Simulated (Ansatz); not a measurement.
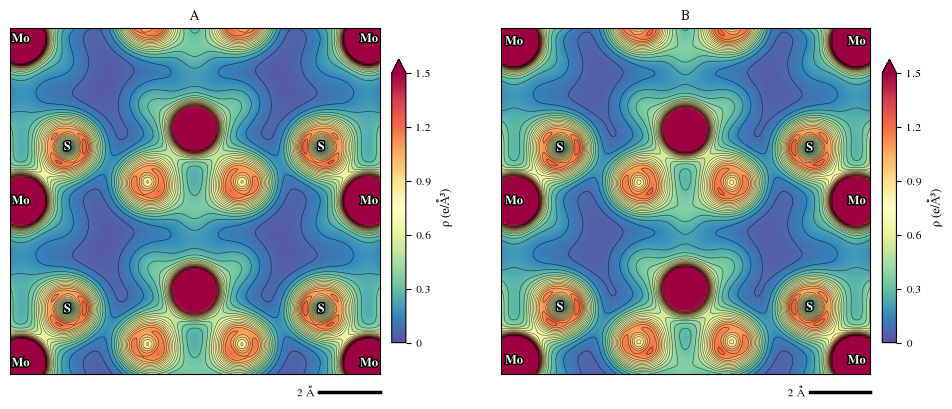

MoS₂. The valence electron density of two cells that differ in size, on the (110) plane of each (indices in the axes of the calculation cell), at one length scale and on one colour scale: A has 16.2 Å³ an atom and B 15.4.

Space group P2₁/m; a point of a scan over the structure, not its minimum; computed without spin polarisation; PAW files of the earlier set (soft_1).

All numbers below come from DFT LDA+D3(BJ), scalar-relativistic, plane waves, PAW in Ansatz.

Core electrons are frozen (PAW), and the valence fields are smoothed inside the atomic spheres.

What does the compression do to the bonding and the properties?

Answer. From the larger cell to the smaller, Mo–S goes from 2.39 to 2.35 Å, and the density at its midpoint from 0.62 to 0.67 e/Å³; the pressure goes from −3.5 to 6 GPa.
